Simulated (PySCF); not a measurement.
**C₇H₈: electronic excitations at several levels of theory**

Aim: compute the electronic excitations of C₇H₈ (`C1=C[C@H]2C=C[C@@H]1C2`) at several levels, and see how far they spread and what each costs.

Programs: PySCF 2.14.0, with density-fitted response routines of our own. Each step states its level of theory. These are calculated values for one molecule in the gas phase, unless marked as measured. Atoms are numbered from 0 throughout.

**1. The molecule as given**

15 atoms, charge 0, multiplicity 1; geometry from: GFN2-xTB.

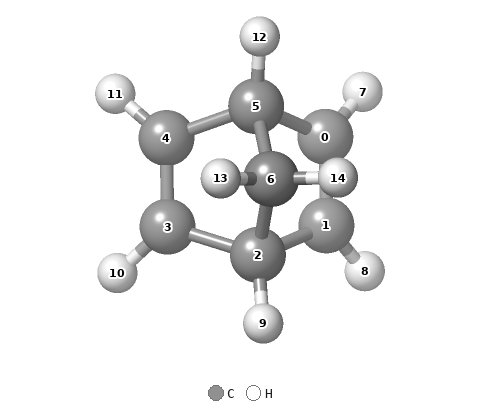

The starting geometry (carbon grey, hydrogen white), atoms numbered; sticks join atoms by distance.

**2. Geometry optimisation at PBE0-D3(BJ)/def2-SVP**

Job settings and geometry (Å):

```
{"job": {"xc": "PBE0", "basis": "def2-SVP", "d3": "d3bj", "grid": 2, "kind": "geom"}, "charge": 0, "multiplicity": 1}
C      1.268970    -0.422820     0.614530
C      0.891300     0.828630     0.828050
C     -0.277460     1.110540    -0.104540
C     -1.406950     0.211620     0.377370
C     -1.029450    -1.039260     0.163950
C      0.356480    -0.989590    -0.463510
C      0.183080     0.280090    -1.316320
H      2.035920    -0.992110     1.104290
H      1.271820     1.539800     1.536290
H     -0.526710     2.155820    -0.263010
H     -2.305670     0.579220     0.834910
H     -1.541910    -1.951600     0.403100
H      0.696240    -1.896340    -0.955660
H     -0.579330     0.182010    -2.088710
H      1.114200     0.636660    -1.756320
```

The program printed:

```text
step   0  E = -270.97528214  max force = 0.010970
step   1  E = -270.97781739  max force = 0.002342
step   2  E = -270.97788910  max force = 0.000865
step   3  E = -270.97789977  max force = 0.000276
optimisation converged
```

Run time: 60 s. Hardware: 8 threads of Oxide Virtual Turin-like (Zen 5), shared host.

Along the way:

| step | energy from step 0 (eV) | largest force component (eV/Å) |
| --- | --- | --- |
| 0 | 0.0000 | 0.5641 |
| 1 | -0.0690 | 0.1204 |
| 2 | -0.0709 | 0.0445 |
| 3 | -0.0712 | 0.0142 |

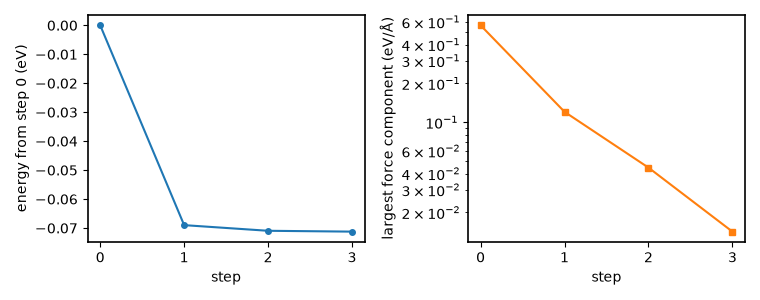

Energy and force, step by step.

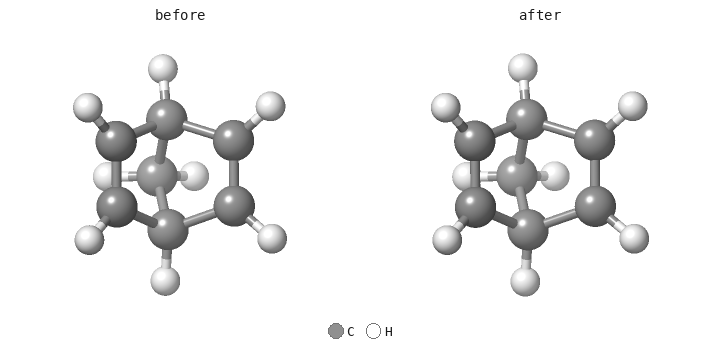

The geometry before (left) and after (right).

Close pairs (by a distance rule), those that changed most:

| bond | before (Å) | after (Å) | change (Å) |
| --- | --- | --- | --- |
| C1–H8 | 1.073 | 1.091 | +0.017 |
| C3–H10 | 1.073 | 1.091 | +0.017 |
| C0–H7 | 1.073 | 1.091 | +0.017 |
| C4–H11 | 1.073 | 1.091 | +0.017 |
| C1–C2 | 1.522 | 1.535 | +0.013 |
| C2–C3 | 1.522 | 1.535 | +0.013 |
| C0–C5 | 1.522 | 1.535 | +0.013 |
| C4–C5 | 1.522 | 1.535 | +0.012 |

The next job starts from the end point, and lists it.

| at the end point | value |
| --- | --- |
| point group (found at 0.08 Å tolerance) | C2v |
| rotational constants (GHz, main isotopes) | 4.313, 3.629, 3.199 |
| dipole moment (D) | 0.02 |

**3. Ultraviolet spectrum: CAM-B3LYP/def2-SVPD**

Job settings and geometry (Å):

```
{"job": {"kind": "uv", "xc": "CAM-B3LYP", "basis": "def2-SVPD", "nstates": 12, "ntriplets": 4}, "charge": 0, "multiplicity": 1}
C      1.295922    -0.420351     0.610066
C      0.914965     0.842105     0.825934
C     -0.279413     1.113625    -0.098553
C     -1.431372     0.212735     0.366525
C     -1.050390    -1.049718     0.150696
C      0.356787    -0.994737    -0.458994
C      0.182882     0.280730    -1.318628
H      2.078308    -0.983674     1.119890
H      1.313664     1.550336     1.553143
H     -0.530459     2.169403    -0.262981
H     -2.349622     0.567707     0.835785
H     -1.584923    -1.966341     0.402585
H      0.700114    -1.908874    -0.960189
H     -0.592037     0.179360    -2.093612
H      1.126102     0.640364    -1.757249
```

Level: TDDFT CAM-B3LYP/def2-SVPD, vertical, gas phase, core orbitals frozen in the response.

The program printed:

```text
coarse grid: 12568 points
cycle   1  E = -271.0476823701  dE =  1.294e+00  |g| = 2.914e-01  |ddm| = 8.301e+00
cycle   2  E = -271.0616771123  dE = -1.399e-02  |g| = 2.246e-01  |ddm| = 1.460e+00
cycle   3  E = -271.0743602757  dE = -1.268e-02  |g| = 4.158e-02  |ddm| = 7.083e-01
cycle   4  E = -271.0747875541  dE = -4.273e-04  |g| = 1.358e-02  |ddm| = 2.192e-01
cycle   5  E = -271.0748307784  dE = -4.322e-05  |g| = 3.509e-03  |ddm| = 4.446e-02
cycle   6  E = -271.0748340654  dE = -3.287e-06  |g| = 4.063e-04  |ddm| = 1.132e-02
final grid: 121432 points
cycle   7  E = -271.1353751341  dE = -3.696e-05  |g| = 2.916e-03  |ddm| = 1.485e-01
cycle   8  E = -271.1353753966  dE = -2.625e-07  |g| = 2.960e-03  |ddm| = 1.851e-02
cycle   9  E = -271.1353775797  dE = -2.183e-06  |g| = 1.711e-04  |ddm| = 9.102e-03
cycle  10  E = -271.1353775873  dE = -7.633e-09  |g| = 1.057e-04  |ddm| = 1.292e-03
cycle  11  E = -271.1353775902  dE = -2.829e-09  |g| = 1.957e-05  |ddm| = 3.488e-04
cycle  12  E = -271.1353775903  dE = -1.168e-10  |g| = 4.360e-06  |ddm| = 8.108e-05
converged SCF energy = -271.1353775903

Static polarisability (au): isotropic 71.711, principal 63.992 72.264 78.877

Singlet excitations
state   eV       nm        f      main configurations
  1   5.2118    237.9   0.00000   H->L 0.98
  2   6.0937    203.5   0.02661   H-1->L 0.86, H->L+2 0.11
  3   6.5346    189.7   0.01646   H->L+1 0.92
  4   7.0804    175.1   0.18187   H->L+2 0.86, H-1->L 0.09
  5   7.0848    175.0   0.03844   H->L+4 0.57, H-1->L+1 0.38
  6   7.2020    172.2   0.00000   H-1->L+2 0.79, H->L+3 0.16
  7   7.4405    166.6   0.00000   H->L+3 0.80, H-1->L+2 0.12
  8   7.5423    164.4   0.00100   H->L+5 0.58, H-2->L 0.31
  9   7.6048    163.0   0.01951   H-2->L 0.61, H->L+5 0.23
 10   7.7135    160.7   0.00715   H-1->L+1 0.58, H->L+4 0.32
 11   7.9055    156.8   0.00415   H->L+6 0.80, H->L+5 0.10
 12   8.0749    153.5   0.02794   H-3->L 0.92

Triplet excitations (Tamm-Dancoff, eV): 3.5272 4.0204 6.0153 6.4661
```

It took 69 s on 8 threads of Oxide Virtual Turin-like (Zen 5), shared host.

The orbitals next to the gap, with their largest atomic shares:

| orbital | eV | atoms |
| --- | --- | --- |
| HOMO−3 | -10.87 | C6 29 %, C2 22 %, C5 22 % |
| HOMO−2 | -10.73 | C2 17 %, C5 17 %, C3 12 % |
| HOMO−1 | -8.68 | C1 16 %, C4 16 %, C0 16 % |
| HOMO | -7.81 | C4 21 %, C3 21 %, C1 21 % |
| LUMO | 0.75 | C1 16 %, C4 16 %, C0 16 % |
| LUMO+1 | 1.53 | C6 8 %, H9 8 %, H12 8 % |
| LUMO+2 | 1.99 | C1 15 %, C3 15 %, C4 15 % |

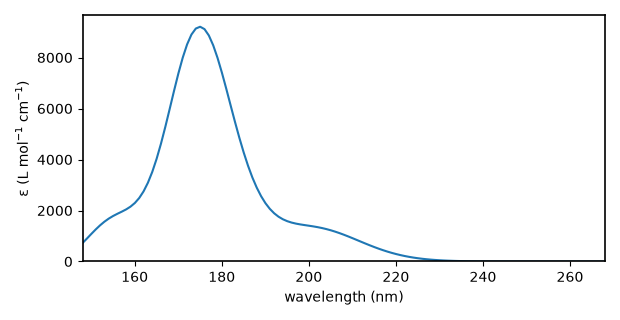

Absorption spectrum: each of the 12 states is a Gaussian band of 0.4 eV half-width at 1/e. Beyond the last state computed it falls off for lack of states.

Ground-state properties from the same run:

| property | computed |
| --- | --- |
| dipole moment (D) | 0.05 |
| polarisability (Å³) | 10.63 |
| HOMO–LUMO gap (eV) | 8.56 |
| −ε(HOMO) (eV) | 7.81 |

**4. Excited states and response: PBE0/def2-SVPD**

Same as in step 3 but for these lines:

```diff
@@ -1,2 +1,2 @@
-{"job": {"kind": "uv", "xc": "CAM-B3LYP", "basis": "def2-SVPD", "nstates": 12, "ntriplets": 4}, "charge": 0, "multiplicity": 1}
+{"job": {"kind": "uv", "xc": "PBE0", "basis": "def2-SVPD", "nstates": 12, "ntriplets": 4}, "charge": 0, "multiplicity": 1}
 C      1.295922    -0.420351     0.610066
```

With the program's defaults for keys left out, this is: TDDFT PBE0/def2-SVPD, vertical, gas phase, core orbitals frozen in the response.

The program printed:

```text
coarse grid: 12568 points
cycle   1  E = -270.8955521713  dE =  1.030e+00  |g| = 3.550e-01  |ddm| = 7.985e+00
cycle   2  E = -270.8840396192  dE =  1.151e-02  |g| = 4.280e-01  |ddm| = 2.251e+00
cycle   3  E = -270.9320731150  dE = -4.803e-02  |g| = 4.104e-02  |ddm| = 1.277e+00
cycle   4  E = -270.9323642150  dE = -2.911e-04  |g| = 1.894e-02  |ddm| = 2.710e-01
cycle   5  E = -270.9324450952  dE = -8.088e-05  |g| = 4.884e-03  |ddm| = 5.634e-02
cycle   6  E = -270.9324509653  dE = -5.870e-06  |g| = 4.187e-04  |ddm| = 1.564e-02
final grid: 121432 points
cycle   7  E = -270.9762746602  dE = -3.199e-05  |g| = 7.155e-03  |ddm| = 1.954e-01
cycle   8  E = -270.9762655142  dE =  9.146e-06  |g| = 9.481e-03  |ddm| = 4.021e-02
cycle   9  E = -270.9762887300  dE = -2.322e-05  |g| = 4.766e-04  |ddm| = 2.974e-02
cycle  10  E = -270.9762887777  dE = -4.768e-08  |g| = 1.719e-04  |ddm| = 2.728e-03
cycle  11  E = -270.9762887846  dE = -6.904e-09  |g| = 4.500e-05  |ddm| = 5.574e-04
cycle  12  E = -270.9762887848  dE = -2.241e-10  |g| = 3.379e-05  |ddm| = 1.938e-04
cycle  13  E = -270.9762887851  dE = -2.989e-10  |g| = 2.686e-06  |ddm| = 7.870e-05
converged SCF energy = -270.9762887851

Static polarisability (au): isotropic 72.189, principal 64.476 73.237 78.854

Singlet excitations
state   eV       nm        f      main configurations
  1   5.0016    247.9   0.00000   H->L 0.98
  2   5.7362    216.1   0.01271   H-1->L 0.80, H->L+2 0.19
  3   6.3005    196.8   0.01336   H->L+1 0.98
  4   6.9230    179.1   0.16005   H->L+2 0.75, H-1->L 0.15
  5   7.0002    177.1   0.03597   H->L+4 0.54, H-1->L+1 0.45
  6   7.0183    176.7   0.00000   H-1->L+2 0.96
  7   7.1235    174.0   0.00000   H->L+3 0.98
  8   7.2740    170.4   0.00042   H->L+5 0.88, H-2->L 0.09
  9   7.2952    170.0   0.00573   H-1->L+1 0.55, H->L+4 0.43
 10   7.4463    166.5   0.02726   H-2->L 0.86
 11   7.6351    162.4   0.00598   H->L+6 0.92
 12   7.8037    158.9   0.02554   H-3->L 0.97

Triplet excitations (Tamm-Dancoff, eV): 3.4389 3.9796 5.6119 6.2338
```

It took 68 s on 8 threads of Oxide Virtual Turin-like (Zen 5), shared host.

Key values: HOMO -6.49 eV, LUMO -0.37 eV; lowest singlet 5.00 eV.

**5. Ultraviolet spectrum: PBE/def2-SVPD**

Same as in step 4 but for these lines:

```diff
@@ -1,2 +1,2 @@
-{"job": {"kind": "uv", "xc": "PBE0", "basis": "def2-SVPD", "nstates": 12, "ntriplets": 4}, "charge": 0, "multiplicity": 1}
+{"job": {"kind": "uv", "xc": "PBE", "basis": "def2-SVPD", "nstates": 12, "ntriplets": 4}, "charge": 0, "multiplicity": 1}
 C      1.295922    -0.420351     0.610066
```

Method: TDDFT PBE/def2-SVPD, vertical, gas phase, core orbitals frozen in the response.

The program printed:

```text
coarse grid: 12568 points
cycle   1  E = -270.7970325796  dE =  7.524e-01  |g| = 5.224e-01  |ddm| = 8.876e+00
cycle   2  E = -270.6477682473  dE =  1.493e-01  |g| = 9.224e-01  |ddm| = 3.402e+00
cycle   3  E = -270.8770310838  dE = -2.293e-01  |g| = 8.055e-02  |ddm| = 2.425e+00
cycle   4  E = -270.8782797363  dE = -1.249e-03  |g| = 3.261e-02  |ddm| = 4.612e-01
cycle   5  E = -270.8785160493  dE = -2.363e-04  |g| = 9.399e-03  |ddm| = 9.108e-02
cycle   6  E = -270.8785376109  dE = -2.156e-05  |g| = 1.107e-03  |ddm| = 3.045e-02
cycle   7  E = -270.8785378530  dE = -2.421e-07  |g| = 6.069e-04  |ddm| = 6.649e-03
final grid: 121432 points
cycle   8  E = -270.9388939576  dE = -4.073e-05  |g| = 1.223e-02  |ddm| = 2.824e-01
cycle   9  E = -270.9388096294  dE =  8.433e-05  |g| = 2.174e-02  |ddm| = 7.746e-02
cycle  10  E = -270.9389335083  dE = -1.239e-04  |g| = 2.596e-03  |ddm| = 6.166e-02
cycle  11  E = -270.9389347931  dE = -1.285e-06  |g| = 1.428e-03  |ddm| = 8.089e-03
cycle  12  E = -270.9389353343  dE = -5.412e-07  |g| = 2.425e-04  |ddm| = 3.822e-03
cycle  13  E = -270.9389353484  dE = -1.411e-08  |g| = 6.972e-05  |ddm| = 5.993e-04
cycle  14  E = -270.9389353493  dE = -8.989e-10  |g| = 3.960e-05  |ddm| = 1.823e-04
cycle  15  E = -270.9389353497  dE = -4.109e-10  |g| = 4.118e-06  |ddm| = 8.425e-05
converged SCF energy = -270.9389353497

Static polarisability (au): isotropic 74.311, principal 66.499 76.014 80.419

Singlet excitations
state   eV       nm        f      main configurations
  1   4.5626    271.7   0.00000   H->L 0.94
  2   5.0775    244.2   0.00542   H-1->L 0.73, H->L+1 0.27
  3   5.6818    218.2   0.00947   H->L+2 1.00
  4   6.4378    192.6   0.00000   H->L+3 0.73, H-1->L+1 0.26
  5   6.4565    192.0   0.02714   H-1->L+2 0.99
  6   6.4868    191.1   0.10657   H->L+1 0.57, H-1->L 0.19, H->L+7 0.11
  7   6.5619    188.9   0.00713   H->L+4 0.99
  8   6.5626    188.9   0.00001   H-1->L+1 0.65, H->L+3 0.27
  9   6.6293    187.0   0.00141   H->L+5 0.94
 10   6.8874    180.0   0.03082   H-2->L 0.93
 11   7.0151    176.7   0.01044   H->L+6 1.00
 12   7.0453    176.0   0.02008   H-3->L 0.95

Triplet excitations (Tamm-Dancoff, eV): 3.4369 4.0732 4.9831 5.6322
```

It took 39 s on 8 threads of Oxide Virtual Turin-like (Zen 5), shared host.

In short: HOMO -5.43 eV, LUMO -1.36 eV; lowest singlet 4.56 eV.

**6. Ultraviolet spectrum: B3LYP/def2-SVPD**

Same as in step 5 but for these lines:

```diff
@@ -1,2 +1,2 @@
-{"job": {"kind": "uv", "xc": "PBE", "basis": "def2-SVPD", "nstates": 12, "ntriplets": 4}, "charge": 0, "multiplicity": 1}
+{"job": {"kind": "uv", "xc": "B3LYP", "basis": "def2-SVPD", "nstates": 12, "ntriplets": 4}, "charge": 0, "multiplicity": 1}
 C      1.295922    -0.420351     0.610066
```

Level: TDDFT B3LYP/def2-SVPD, vertical, gas phase, core orbitals frozen in the response.

The program printed:

```text
coarse grid: 12568 points
cycle   1  E = -271.1918867585  dE =  9.651e-01  |g| = 4.015e-01  |ddm| = 8.644e+00
cycle   2  E = -271.1629833789  dE =  2.890e-02  |g| = 5.318e-01  |ddm| = 2.339e+00
cycle   3  E = -271.2383217571  dE = -7.534e-02  |g| = 4.984e-02  |ddm| = 1.399e+00
cycle   4  E = -271.2387619040  dE = -4.401e-04  |g| = 2.145e-02  |ddm| = 2.749e-01
cycle   5  E = -271.2388635112  dE = -1.016e-04  |g| = 6.316e-03  |ddm| = 6.079e-02
cycle   6  E = -271.2388733196  dE = -9.808e-06  |g| = 5.031e-04  |ddm| = 1.856e-02
final grid: 121432 points
cycle   7  E = -271.2976359705  dE = -4.769e-05  |g| = 4.608e-03  |ddm| = 2.320e-01
cycle   8  E = -271.2976308597  dE =  5.111e-06  |g| = 6.499e-03  |ddm| = 2.523e-02
cycle   9  E = -271.2976418791  dE = -1.102e-05  |g| = 3.205e-04  |ddm| = 1.735e-02
cycle  10  E = -271.2976418959  dE = -1.687e-08  |g| = 1.808e-04  |ddm| = 1.919e-03
cycle  11  E = -271.2976419030  dE = -7.109e-09  |g| = 6.983e-05  |ddm| = 5.241e-04
cycle  12  E = -271.2976419040  dE = -9.475e-10  |g| = 3.524e-05  |ddm| = 2.084e-04
cycle  13  E = -271.2976419043  dE = -3.211e-10  |g| = 4.286e-06  |ddm| = 8.154e-05
converged SCF energy = -271.2976419043

Static polarisability (au): isotropic 72.881, principal 65.089 73.953 79.601

Singlet excitations
state   eV       nm        f      main configurations
  1   4.8798    254.1   0.00000   H->L 0.97
  2   5.5798    222.2   0.00968   H-1->L 0.77, H->L+2 0.22
  3   6.0281    205.7   0.01262   H->L+1 0.99
  4   6.7451    183.8   0.03342   H->L+4 0.58, H-1->L+1 0.40
  5   6.7629    183.3   0.15037   H->L+2 0.71, H-1->L 0.17
  6   6.8260    181.6   0.00000   H->L+3 0.99
  7   6.8684    180.5   0.00000   H-1->L+2 0.97
  8   6.9821    177.6   0.00274   H->L+5 0.89
  9   6.9822    177.6   0.00682   H-1->L+1 0.55, H->L+4 0.37
 10   7.3143    169.5   0.03105   H-2->L 0.66, H->L+6 0.28
 11   7.3582    168.5   0.00000   H->L+6 0.68, H-2->L 0.28
 12   7.5976    163.2   0.00401   H-1->L+3 0.79, H->L+8 0.21

Triplet excitations (Tamm-Dancoff, eV): 3.4856 4.0596 5.4704 5.9768
```

It took 50 s on 8 threads of Oxide Virtual Turin-like (Zen 5), shared host.

This run: HOMO -6.28 eV, LUMO -0.60 eV; lowest singlet 4.88 eV.

**7. Comparing the runs: electronic excitations**

Excitations and ground-state properties, with basis size and wall time:

| run | lowest singlet (eV) | brightest (eV) | f | gap (eV) | α (Å³) | μ (D) | functions | time |
| --- | --- | --- | --- | --- | --- | --- | --- | --- |
| CAM-B3LYP/def2-SVPD | 5.21 | 7.08 | 0.182 | 8.56 | 10.63 | 0.05 | 204 | 69 s |
| PBE0/def2-SVPD | 5.00 | 6.92 | 0.160 | 6.12 | 10.70 | 0.05 | 204 | 68 s |
| PBE/def2-SVPD | 4.56 | 6.49 | 0.107 | 4.07 | 11.01 | 0.06 | 204 | 39 s |
| B3LYP/def2-SVPD | 4.88 | 6.76 | 0.150 | 5.68 | 10.80 | 0.06 | 204 | 50 s |

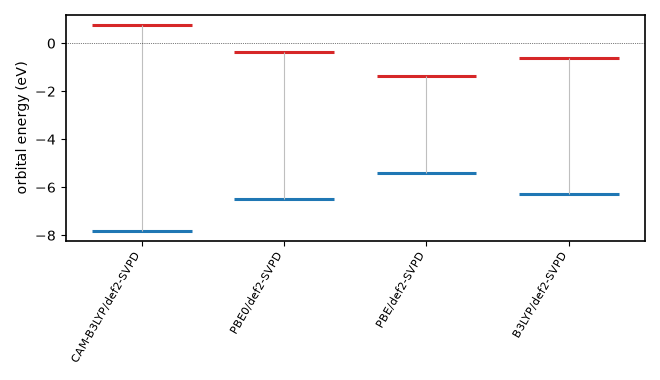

HOMO (blue) and LUMO (red) run by run.

**8. Outcome**

```
                                quantity                        value
                             point group                          C2v
    rotational constants (main isotopes)         4.31, 3.63, 3.20 GHz
    lowest singlet (CAM-B3LYP/def2-SVPD)  5.21 eV (238 nm), f = 0.000
brightest single state of those computed  state 4, 7.08 eV, f = 0.182
                          lowest triplet                      3.53 eV
             range of the lowest singlet              4.56 to 5.21 eV
```

**Reading.** Single values in the summary come from the first run of each kind that ended normally (CAM-B3LYP/def2-SVPD), which need not be the best level. The optimisation took 3 steps and gained 0.071 eV; among the close pairs (by a distance rule), C1–H8 changed most, from 1.073 to 1.091 Å. The lowest singlet, at 5.21 eV, is HOMO→LUMO 0.98 and is dark; of the 12 states computed, the strongest absorption comes from states 4 to 5 together at 7.08 eV. The lowest triplet lies 1.68 eV below the lowest singlet (triplets in Tamm-Dancoff, singlets in full TDDFT). The lowest singlet runs from 4.56 eV (PBE/def2-SVPD) to 5.21 eV (CAM-B3LYP/def2-SVPD), while the orbital gap spans 4.07 to 8.56 eV: the excitation energy moves far less from run to run than the orbital gap does. The lowest state need not be the same one in every run.
